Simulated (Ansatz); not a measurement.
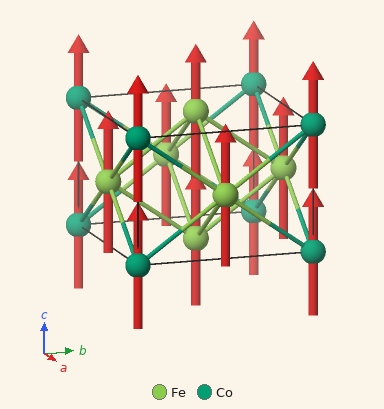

Shown here is a ball-and-stick view of the crystal, taken slightly off an axis. The parallelepiped is the simulation cell. Arrows are the site magnetic moments above 0.25 μB; longer means larger, and red and blue are up and down (without spin-orbit coupling the axis itself is arbitrary).

This is the state reached for Fe3Co. Level of theory and settings: Ansatz, DFT PBEsol, scalar-relativistic, plane waves, PAW, a cutoff energy of 420 eV, the zone sampled with 10×10×16 points, Gaussian smearing of 0.1 eV, collinear spins.

### Describe the spin arrangement.

Ferromagnetic (within this cell). Site moments: 3 Fe +2.0 to +2.3 μB and 1 Co +1.7 μB. The net spin moment of the whole cell is 8.3 μB.

The cell started as a structure listed in the Materials Project. It was relaxed at fixed volume with Ansatz, DFT PBEsol, scalar-relativistic, plane waves, PAW.

At this level of theory the cell isn't at rest (compressed, at 37 GPa), so its distances can differ from those at equilibrium, the more so the softer the solid, and its magnetic state may change on relaxation.
